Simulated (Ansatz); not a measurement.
System: Al (slab).

Input

```
crystal:
  lattice:
    - [2.8221979677, 0.0, 0.0]
    - [-1.4110989839, 2.4440951346, 0.0]
    - [0.0, 0.0, 42.83963354]
  atoms:
    - { symbol: Al, position: [0.3333333333, 0.6666666667, 0.2567715709] }
    - { symbol: Al, position: [0.0, 0.0, 0.3108223329] }
    - { symbol: Al, position: [0.6666666667, 0.3333333333, 0.3648730949] }
    - { symbol: Al, position: [0.0, 0.0, 0.418923857] }
    - { symbol: Al, position: [0.3333333333, 0.6666666667, 0.472974619] }
    - { symbol: Al, position: [0.0, 0.0, 0.527025381] }
    - { symbol: Al, position: [0.6666666667, 0.3333333333, 0.581076143] }
    - { symbol: Al, position: [0.0, 0.0, 0.6351269051] }
    - { symbol: Al, position: [0.3333333333, 0.6666666667, 0.6891776671] }
    - { symbol: Al, position: [0.0, 0.0, 0.7432284291] }
basis:
  ecutwfc: 500
kpoints:
  mp_grid: { grid: [12, 12, 1] }
hamiltonian:
  xc: r2scan
scf:
  occupations: { method: gaussian, width: 0.1 }
output:
  forces: true
  stress: true
  eigenvalues: true
  write_density: true
  write_potential: true
  elf: true
  volumetric_format: npy
efield:
  axis: 3
  dipole_correction: true
  ramp_width: 0.04
```

Launched as:

```sh
ansatz run input.yaml --threads 1 --pin off --max-ram 2560MiB --backend cpu --events-out ev --progress --plain --runs-dir out
```

Method: DFT r2SCAN, scalar-relativistic, plane waves, PAW in Ansatz 0.2.0.

### What can the converged valence pseudo-density and electron localisation function tell about the bonding?

Al–Al (2.82 Å): the density is about 0.22 e/Å³ at the midpoint; the ELF peaks at about 0.70 between the atoms.

### Metal or insulator at this level of theory?

It is metallic or semimetallic at this level of theory: no gap opens.

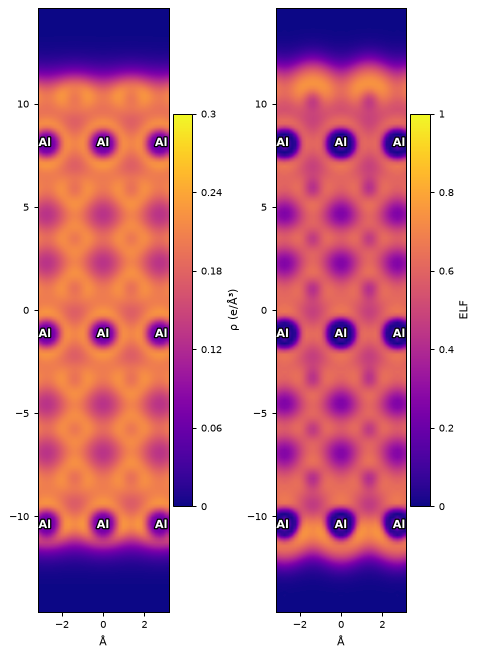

Computed valence pseudo-density and electron localisation function on the (010) plane of the calculation cell, a cut from vacuum to vacuum, in this order. Atoms just off the plane (Al, 0.8 Å away) can leave unmarked features too.

Core electrons are frozen (PAW), and the valence fields are smoothed inside the atomic spheres.
